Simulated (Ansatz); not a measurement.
## Electronic structure of HF in real space

Input file:

```
crystal:
  lattice:
    - [0.0, 2.3462376729, 2.2433074489]
    - [2.0748519301, 0.0, 2.2433074489]
    - [2.0748519301, 2.3462376729, 0.0]
  atoms:
    - { symbol: H, position: [0.0, 0.0, 0.0] }
    - { symbol: F, position: [0.5, 0.5, 0.5] }
basis:
  ecutwfc: 420
kpoints:
  mp_grid: { grid: [14, 14, 14] }
hamiltonian:
  xc: pbesol
scf:
  occupations: { method: gaussian, width: 0.02 }
output:
  forces: true
  stress: true
  eigenvalues: true
  write_density: true
  write_potential: true
  elf: true
  volumetric_format: npy
```

Launched as:

```sh
ansatz run input.yaml --threads 1 --pin off --max-ram 1331MiB --backend cpu --events-out ev --progress --plain --runs-dir out
```

Below, planes, directions and counts refer to the conventional cell (a = 4.15 Å, b = 4.49 Å, c = 4.69 Å, α = 90.00°, β = 90.00°, γ = 90.00°).

Space group Fmmm; changed on purpose from its base cell (Cl replaced by F, lengths x 0.797, strained and moved within the space group); computed pressure about −23 GPa in this cell.

Method: Ansatz 0.2.0, DFT PBEsol, scalar-relativistic, plane waves, PAW.

In a PAW calculation such maps are meaningful between the atoms, not at the nuclei.

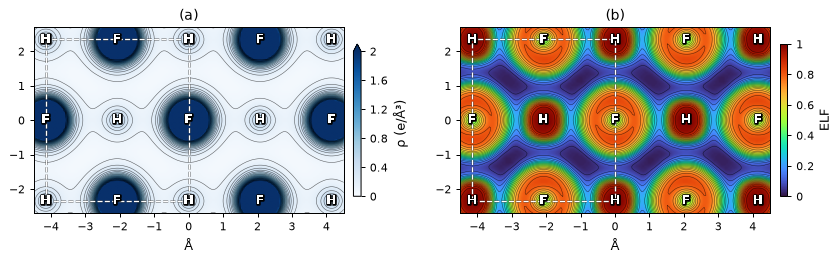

Figure 1. (a) valence electron density; (b) electron localisation function on the (010) plane of the conventional cell.

Describe what can be read from this map.

Atoms in the plane: H and F. F–H (2.07 Å): the density is about 0.23 e/Å³ at the midpoint; the ELF climbs to about 1 towards the hydrogen, as it does in any bond to H. Between the atoms the lowest density in this plane is 0.04 e/Å³.

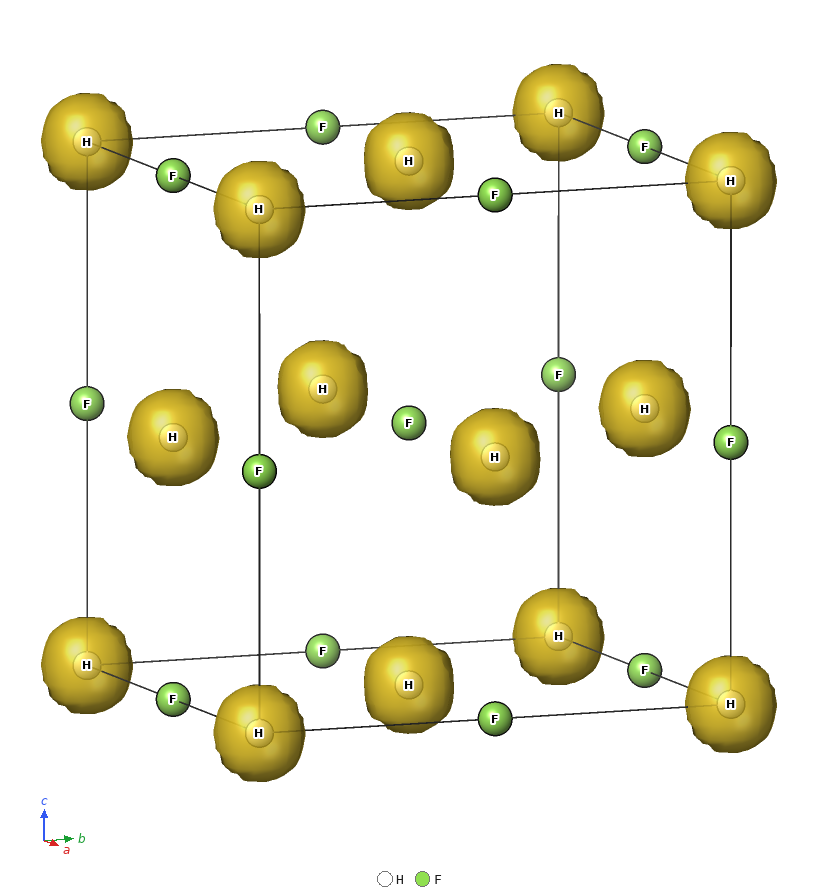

Figure 2. Isosurface of the electron localisation function at 0.9 (yellow), seen slightly off an axis. Core shells and regions of very low density are left out.

Identify the bonds, lone pairs and shells in this picture.

The ELF exceeds this value in four regions around hydrogen nuclei, counted in one cell of 8 atoms. Regions shared between cells count once.

Metal or insulator at this level of theory?

It is gapped, with a Kohn–Sham gap of 0.50 eV on the k-point mesh (the band edges may lie off the mesh, which would make the gap smaller).
